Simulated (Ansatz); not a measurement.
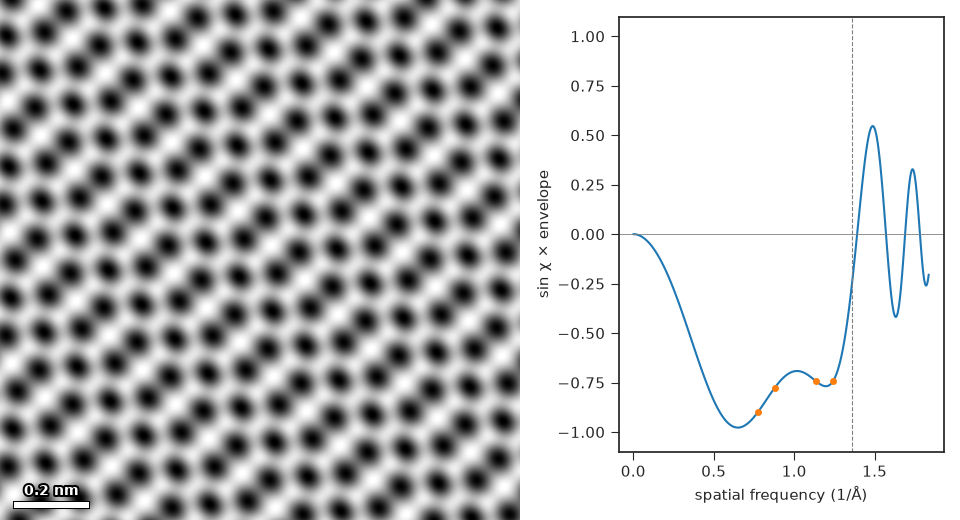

Phase-contrast TEM-like image of C (P6/mmm, No. 191) along [310]. Simulated in the weak-phase-object approximation with neutral-atom potentials: 300 kV, Cs = 20 µm, defocus −75 Å (negative is underfocus), defocus spread 8 Å, aperture 1.36 1/Å. Structure: the end point of a relaxation with DFT, RPBE, plane waves (420 eV) with PAW, scalar-relativistic in Ansatz 0.2.0; the starting structure was generated, so it need not be a known form of this composition.

The plot gives the contrast transfer function, the aperture (dashed) and the crystal's spatial frequencies that carry visible contrast (dots).

What point resolution do these settings give, and which lattice spacings pass?

About 0.7 Å (0.66 |Cs|^(1/4) λ^(3/4) with λ = 0.0197 Å). The spacings that carry visible contrast are {001} at 1.29 Å, {211} at 1.14 Å, {421} at 0.88 Å, {630} at 0.80 Å.

Do the atom columns appear dark or bright, and why?

Dark. With positive Cs and underfocus sin χ is negative over the pass band, so the strongest columns (C) come out darker than the background.
